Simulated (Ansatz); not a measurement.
## Run report: Mg3Sb2, single-point calculation

System: Mg3Sb2 (P-3m1, 5 atoms in the cell).
Method: DFT PBE, scalar-relativistic, plane waves, PAW, no spin polarisation (Ansatz 0.2.0).

The structure derives from an entry of the Crystallography Open Database. It belongs to a series of runs on one base structure; here: the same crystal in its conventional cell. Figures and captions count atoms from 1; the log counts them from 0 in places.

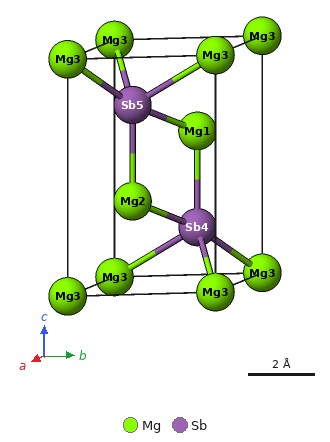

Fig. 1: The structure (ball-and-stick view of the cell of the calculation, seen slightly off an axis; atoms are numbered from 1 in the order of the input). An atom can appear more than once, as a periodic image. Near neighbours in the periodic cell (some may lie outside the picture): Mg has 4 Sb at 2.85 to 2.96 Å; Mg has 6 Sb at 3.12 Å; Sb has 7 Mg at 2.85 to 3.12 Å.

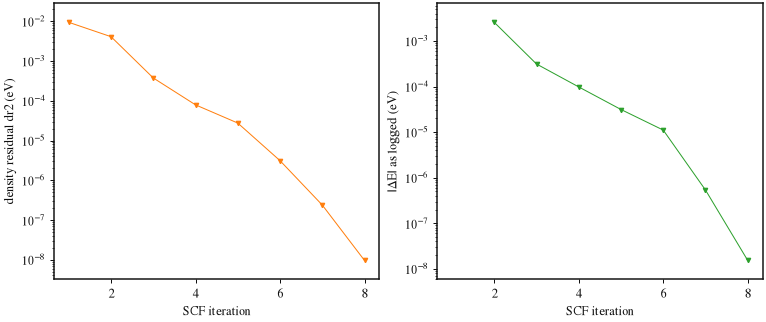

Fig. 2: Convergence of the self-consistent field: density residual dr2 and size of the energy change against the SCF iteration. The residual falls at every step.

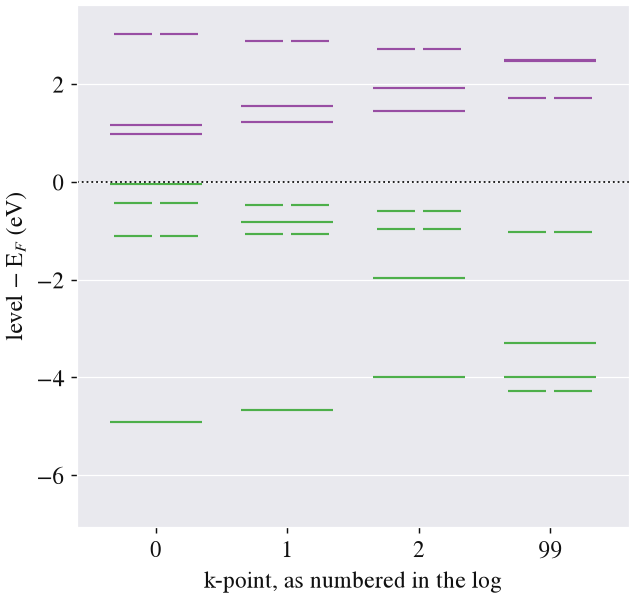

Fig. 3: Kohn–Sham levels near the Fermi level (dotted) at the few k-points that the log prints; levels within 0.02 eV of each other stand side by side. Among these points the highest filled and lowest empty levels are 1.03 eV apart; the gap on the full mesh, 0.11 eV, has an edge at a point that isn't printed.

These pictures come from the run below.

## The input
```yaml
crystal:
  lattice:
    - [4.5938670597, 0.0, 0.0]
    - [-2.2969335298, 3.9784055753, 0.0]
    - [0.0, 0.0, 7.2742754274]
  atoms:
    - { symbol: Mg, position: [0.3333333333, 0.6666666667, 0.6319625079] }
    - { symbol: Mg, position: [0.6666666667, 0.3333333333, 0.3680374921] }
    - { symbol: Mg, position: [0.0, 0.0, 0.0] }
    - { symbol: Sb, position: [0.3333333333, 0.6666666667, 0.22562742] }
    - { symbol: Sb, position: [0.6666666667, 0.3333333333, 0.77437258] }
basis:
  ecutwfc: 420
kpoints:
  mp_grid: { grid: [12, 12, 6] }
hamiltonian:
  xc: pbe
scf:
  occupations: { method: gaussian, width: 0.01 }
output:
  forces: true
  stress: true
  eigenvalues: true
```

Launched with:
```bash
ansatz run input.yaml --threads 1 --pin off --max-ram 2560MiB --backend cpu --events-out ev --progress --plain --runs-dir out
```

## Output
```
Engine: ansatz 0.2.0, aarch64-unknown-linux-gnu
Pseudopotentials: kind: paw
Pseudopotential: Mg, paw, valence charge 10, recommended cutoff 420 eV (normal), Mg.paw.azcp
Pseudopotential: Sb, paw, valence charge 15, recommended cutoff 420 eV (normal), Sb.paw.azcp
Functional definition: PBE
  parameter kappa = 0.804
  parameter beta = 0.06672455060314922
  exchange = pbe_x(kappa = kappa, mu = beta*pi^2/3)
  correlation = pbe_c(beta = beta)
Crystal: 5 atoms, lattice volume = 132.947 Å³
Basis set: ecut = 420 eV, 2623 PW (Γ), exchange–correlation on 64×64×100 points (8 copies of the dense FFT grid, shifted against one another)
Bands: 36, of which v1, the nominal top of the filled ones, is band 30 counted from 1 (29 counted from 0)
Symmetry: 12 space group operations
Space group: P-3m1 (ITA 164), of the structure as read, at distance tolerance 5.1e-5 Å
k-points: 100 of 864
Non-local potential: Mg, projectors of the file, l = 0: 3, l = 1: 2, l = 2: 1
Non-local potential: Sb, projectors of the file, l = 0: 2, l = 1: 2, l = 2: 2, l = 3: 2
PAW form: soft (Blöchl's): semilocal exchange-correlation on the pseudo side does not see the compensation charge
PAW one-centre angular grid: Mg, 110 points (default); XC on 64 Gauss nodes
PAW one-centre angular grid: Sb, 590 points (default); XC on 64 Gauss nodes
Initial density: superposition of atomic densities (neutral atoms: chi_scale 0, normalization atom), corrected by the library's trained network
Initial wavefunctions: pseudopotential atomic-orbital guess
Functional: x = pbe(κ = 0.804, μ = 0.2195149727645171), c = pbe(β = 0.06672455060314922)
SCF iter   1: F=—  HF=-18742.281006 eV  |F-HF|=—  |Δ(HF+E_count)|=         —  Δρ=1.94e-3  dr2=9.50e-3  ethr=1.77e-3  ⟨swp⟩=8.4  Hψ=16921  notcnv=0
preconditioner: auto → Resta (q_TF=auto, 2.389 Å⁻¹)  ε∞=4.3  [insulator: Δε(μ)=0.070 eV  Ē_g=7.093 eV  σ=0.010 eV  W_gap=1.00  n_scr=34 (ndim 8)  ℏωp=12.9 eV  f_vac=0.025  D(μ)=0.00/eV (n_scr^D=0)  ε∞_Penn≈4.3]
SCF iter   2: F=—  HF=-18742.278439 eV  |F-HF|=—  |Δ(HF+E_count)|=   2.57e-3  Δρ=1.26e-3  dr2=4.13e-3  ethr=1.58e-5  ⟨swp⟩=2.5  Hψ=6174  notcnv=0  defer=154
SCF iter   3: F=—  HF=-18742.278126 eV  |F-HF|=—  |Δ(HF+E_count)|=   3.13e-4  Δρ=3.65e-4  dr2=3.77e-4  ethr=6.88e-6  ⟨swp⟩=3.0  Hψ=5094  notcnv=0  defer=54
automatic band count: iteration 3 solves 35 bands in place of 36: the levels show a gap, and the empty bands left out lie too high to hold charge; the band table lists the bands solved (type scf.n_extra_bands for more)
SCF iter   4: F=—  HF=-18742.278028 eV  |F-HF|=—  |Δ(HF+E_count)|=   9.82e-5  Δρ=1.84e-4  dr2=7.93e-5  ethr=6.29e-7  ⟨swp⟩=2.2  Hψ=4841  notcnv=0  defer=54
SCF iter   5: F=—  HF=-18742.277997 eV  |F-HF|=—  |Δ(HF+E_count)|=   3.14e-5  Δρ=1.15e-4  dr2=2.76e-5  ethr=1.32e-7  ⟨swp⟩=2.0  Hψ=5482  notcnv=0  defer=54
SCF iter   6: F=—  HF=-18742.277986 eV  |F-HF|=—  |Δ(HF+E_count)|=   1.11e-5  Δρ=2.75e-5  dr2=3.12e-6  ethr=4.61e-8  ⟨swp⟩=2.0  Hψ=5247  notcnv=0  defer=54
SCF iter   7: F=—  HF=-18742.277985 eV  |F-HF|=—  |Δ(HF+E_count)|=   5.37e-7  Δρ=7.80e-6  dr2=2.38e-7  ethr=5.19e-9  ⟨swp⟩=2.0  Hψ=4197  notcnv=0  defer=54
SCF iter   8: F=-18742.277985 eV  HF=-18742.277985 eV  |F-HF|=1.78e-10  |Δ(HF+E_count)|=   1.53e-8  Δρ=2.08e-6  dr2=9.57e-9  ethr=1.67e-10  ⟨swp⟩=7.6  Hψ=13967  notcnv=0
SCF 1 converged in 8 iterations: F = -18742.277985 eV  dr2 = 9.57e-9
  greatest PAW one-centre occupation: 1.000 electrons in one spin orbital (limit 2), on the Mg atom at site 1 (counted from 0), in its partial waves of l = 0
SCF converged after 8 iterations
Free energy (F): -18742.277985 eV
Harris-Foulkes:  -18742.277985 eV  (|F-HF|=1.78e-10)
Internal energy: -18742.277985 eV  (E = F + TS)
E sigma→0 (E₀):  -18742.277985 eV
Fermi energy:    7.221841 eV
--- Per-component energies (eV) ---
  E_band       = -1439.157167
  E_kinetic    = 642.063433
  E_local      = -8341.771338  (includes V_loc(G=0)·N_el)
  E_nonlocal   = 1012.952476
  E_hartree    = 3316.761189
  E_xc         = -363.501256
  E_vxc        = -304.495625  (∫ρ·V_xc dr)
  E_paw        = -10032.271006  (= ΣΔE_a)
  E_vpaw       = -1081.427903  (= ΣTr[D̂ρ^β])
  E_aug_tail   = -0.000012  (compensation charges beyond the density's cutoff)
  E_ewald      = -4976.511472
  E_smearing   = -0.000000  (= −TS)
  E_closure    = -0.000000  (closes the sum)
  Σ components = -18742.277985   (vs F -18742.277985, Δ=0.00e0)
--- Forces (eV/Å), atoms counted from 1 ---
  atom   1  Mg     0.00000000     0.00000000     0.00430465
  atom   2  Mg    -0.00000000    -0.00000000    -0.00430465
  atom   3  Mg    -0.00000000     0.00000000     0.00000000
  atom   4  Sb    -0.00000000    -0.00000000     0.00396160
  atom   5  Sb     0.00000000     0.00000000    -0.00396160
  max |Σ_I F_I| component: 9.25e-18 eV/Å
--- Stress (GPa, compression-positive) ---
        0.026383      -0.000000       0.000000
       -0.000000       0.026383      -0.000000
        0.000000      -0.000000       0.005254
  P = ⅓ Tr σ = 0.0193 GPa (0.193 kbar)
--- Band table (eV; the first three rows and the last of 100) ---
  k-point 0: bands = ["-69.8025", "-69.1301", "-69.1291", "-36.5598", "-36.5533", "-36.5533", "-35.8872", "-35.8872", "-35.8849", "-35.8822", "-35.8822", "-35.8796", "-21.0571", "-21.0571", "-21.0568", "-21.0568", "-21.0529", "-21.0527", "-21.0384", "-21.0384", "-21.0358", "-21.0358", "-3.0643", "-1.8479", "2.3191", "6.1011", "6.1011", "6.7891", "6.7891", "7.1692", "8.1945", "8.3761", "10.2321", "10.2321", "11.0085"]
  k-point 1: bands = ["-69.8025", "-69.1301", "-69.1291", "-36.5598", "-36.5533", "-36.5533", "-35.8872", "-35.8872", "-35.8849", "-35.8822", "-35.8822", "-35.8796", "-21.0572", "-21.0572", "-21.0568", "-21.0568", "-21.0529", "-21.0527", "-21.0384", "-21.0384", "-21.0358", "-21.0358", "-3.0076", "-1.9648", "2.5654", "6.1437", "6.1437", "6.3918", "6.7420", "6.7420", "8.4458", "8.7669", "10.0981", "10.0981", "10.9673"]
  k-point 2: bands = ["-69.8025", "-69.1301", "-69.1291", "-36.5598", "-36.5533", "-36.5533", "-35.8872", "-35.8872", "-35.8849", "-35.8822", "-35.8822", "-35.8797", "-21.0573", "-21.0573", "-21.0567", "-21.0567", "-21.0529", "-21.0527", "-21.0385", "-21.0385", "-21.0358", "-21.0358", "-2.8461", "-2.2362", "3.2244", "5.2496", "6.2627", "6.2627", "6.6124", "6.6124", "8.6596", "9.1296", "9.9367", "9.9367", "10.8801"]
  k-point 99: bands = ["-69.8025", "-69.1296", "-69.1296", "-36.5598", "-36.5535", "-36.5535", "-35.8881", "-35.8872", "-35.8872", "-35.8815", "-35.8798", "-35.8798", "-21.0577", "-21.0572", "-21.0572", "-21.0559", "-21.0514", "-21.0514", "-21.0375", "-21.0364", "-21.0364", "-21.0355", "-1.6596", "-1.6596", "2.9336", "2.9336", "3.2341", "3.9180", "6.2012", "6.2012", "8.9315", "8.9315", "9.6890", "9.7119", "11.9808"]
```

## Results in brief

| quantity | value |
| --- | --- |
| outcome | converged |
| space group (tolerance 0.01 Å) | P-3m1 (164) |
| electrons treated | 60 |
| free energy | −18742.2780 eV |
| Fermi energy | 7.222 eV |
| gap on the k-point mesh | 0.11 eV |
| pressure | 0.02 GPa |
| largest force (length of the vector) | 0.004 eV/Å |
| hardware | 1 thread of Arm Neoverse V1, 24 GiB of memory available, shared host |
| wall time | 28 s |
| peak memory | 0.58 GiB |
